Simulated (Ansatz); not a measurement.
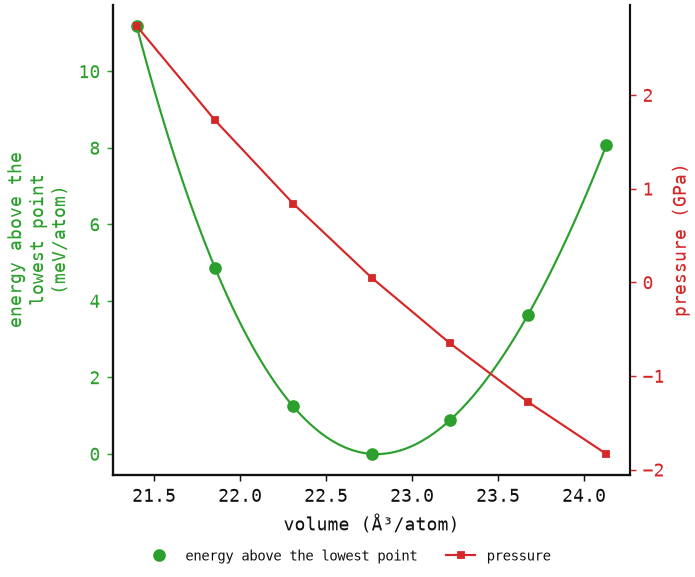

Plotted: energy above the lowest point and pressure against volume for Nd, space group Fm-3m (No. 225) (one of a set of cubic test structures, which need not be the stable phase).

Method: equation of state of a cubic crystal from periodic Kohn-Sham density functional theory without spin, third-order Birch-Murnaghan fit to the free energies; pressure corrected for the finite basis (Ansatz 0.2.0 development build). Level: PBE.

structure type fcc; atoms in cell 1; space group number 225; lattice centring face-centred primitive; k mesh 42×42×42; occupation method Fermi–Dirac; occupation width 0.06123 eV; wave cutoff 420 eV; datasets soft-1 PAW; density tolerance 1e−07 eV; bands 16; density cutoff ratio 4; search for lower states default.

What equilibrium volume and bulk modulus follow from the curve?

A third-order Birch–Murnaghan fit gives V0 = 22.79 Å³/atom, B0 = 37 GPa and B′ = 4.9.

Read off the course of the pressure.

It falls from 2.737 GPa at volume 21.40 Å³/atom to −1.834 GPa at 24.13 Å³/atom, and changes sign near 22.80 Å³/atom.

Caveats: cubic model structure, not the ambient form; open f shell treated without spin.

The computed values:

| volume (Å³/atom) | energy above the lowest point (meV/atom) | pressure (GPa) |
| --- | --- | --- |
| 21.40 | 11.2 | 2.737 |
| 21.85 | 4.9 | 1.731 |
| 22.31 | 1.2 | 0.840 |
| 22.76 | 0.0 | 0.050 |
| 23.22 | 0.9 | −0.650 |
| 23.67 | 3.6 | −1.278 |
| 24.13 | 8.1 | −1.834 |
